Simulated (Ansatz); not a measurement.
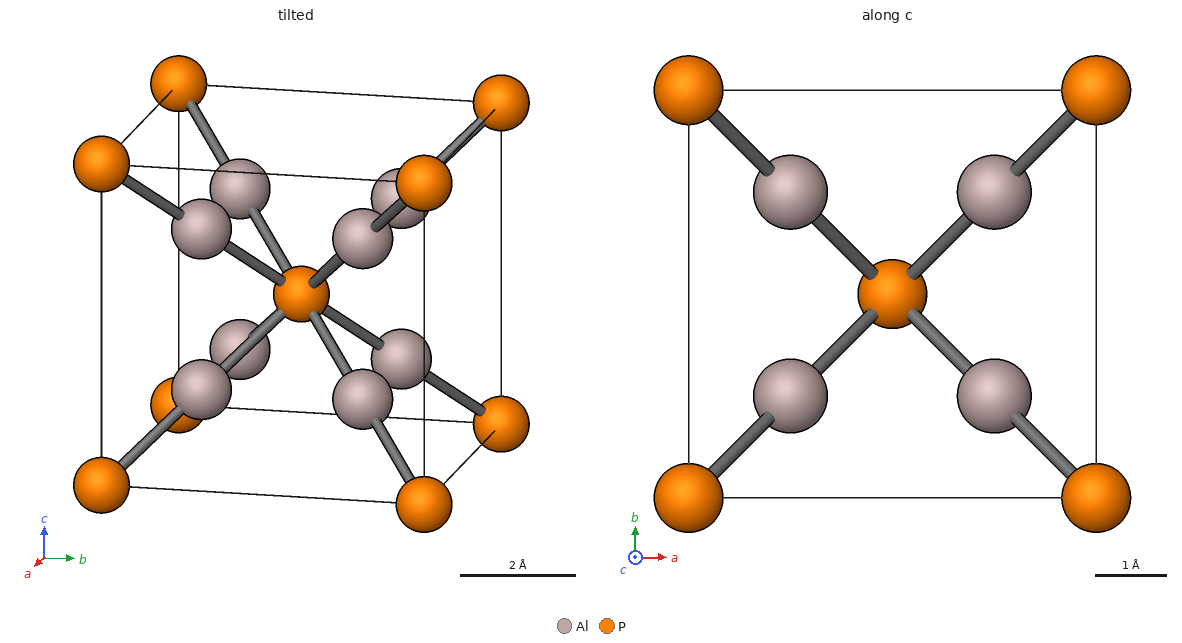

An orthographic ball-and-stick view of the structure, slightly off an axis and along the c axis. One conventional unit cell is framed, with atoms on its boundary repeated. Cell: a = 5.79 Å, b = 5.79 Å, c = 5.79 Å, α = 90.00°, β = 90.00°, γ = 90.00°.

The initial geometry was a structure type filled with these elements by a generator (whether the compound takes this form wasn't checked). Earlier steps of the study may have refined or changed the cell and positions. A calculation with Ansatz used it as input.

Q: Summary of the structure:

A: The solid is Al₄P. The structure has Im-3m (No. 229) symmetry and a body-centred cubic lattice. One cell contains 8 Al, 2 P, 10 atoms in all. Each Al is bonded to two P in a linear arrangement at about 2.5 Å. P bonds to eight Al in a cubic arrangement at about 2.5 Å. The bonds build a three-dimensional framework.

Run with DFT PBE, scalar-relativistic, plane waves, PAW in Ansatz and these settings: plane waves up to 420 eV, k-points about 0.15 Å⁻¹ apart, Gaussian smearing of 0.1 eV, no spin polarisation.

Q: Metal or not?

A: A metal: bands cross the Fermi level.

Q: List the Bader charges.

A: Al +0.73 e; P -2.92 e.

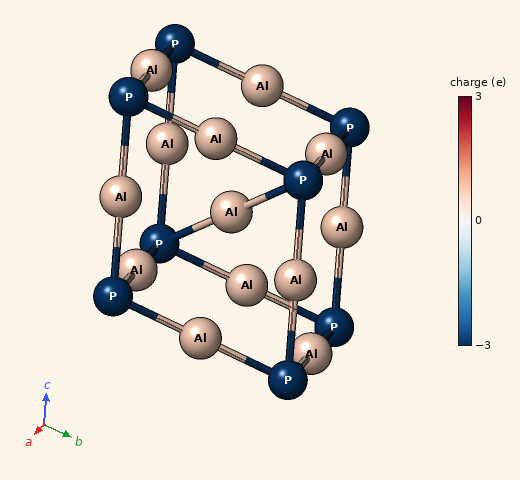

The atoms coloured by those charges. The run's cell of 5 atoms is drawn, so axes and origin can differ from the first picture.

Q: Can this geometry be taken as optimised?

A: Yes. All forces vanish to within 0.01 eV/Å. The pressure is 0.0 GPa, close to zero.
